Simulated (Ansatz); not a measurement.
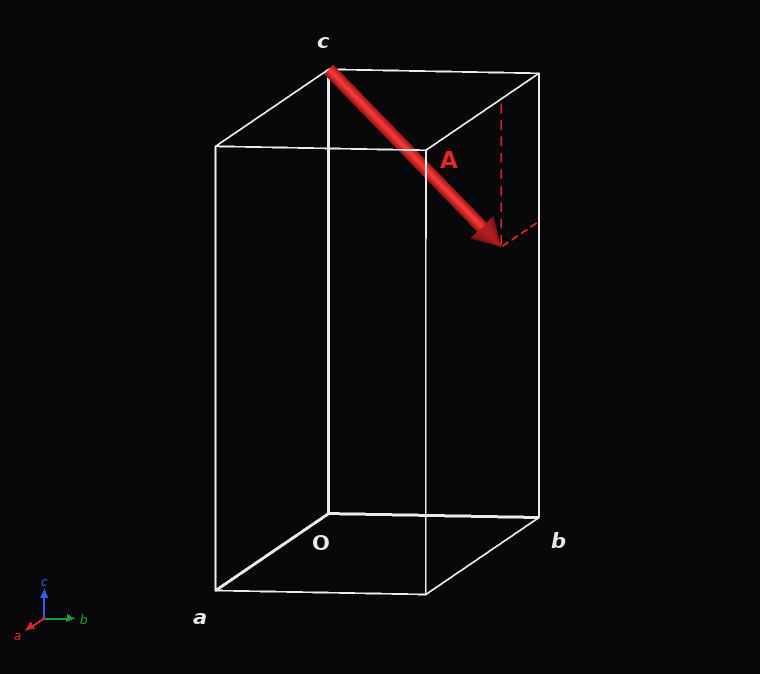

Crystal: SiC, the geometry relaxed (final pressure about -13 GPa) with DFT PBEsol, scalar-relativistic, plane waves, PAW (Ansatz). The arrow starts at a corner of the unit cell and ends on its surface; where a tip isn't a corner, dashed lines run from it parallel to the axes. Symmetry computed with spglib at a tolerance of 0.002 Å; standard conventional cell.

a = 3.196 Å, b = 3.196 Å, c = 7.489 Å, α = 90.00°, β = 90.00°, γ = 120.00°.

Question: Index the direction.

Answer: Arrow A runs from (0, 0, 1) to (1/3, 1, 2/3), so [1 3 −1], in four indices [−1 5 −4 −3].

Question: How long is the vector ua + vb + wc?

Answer: 11.296 Å.

Question: In R3m, No. 160, hexagonal axes, how many directions are equivalent to A (Laue class -3m, both senses counted)?

Answer: 12.
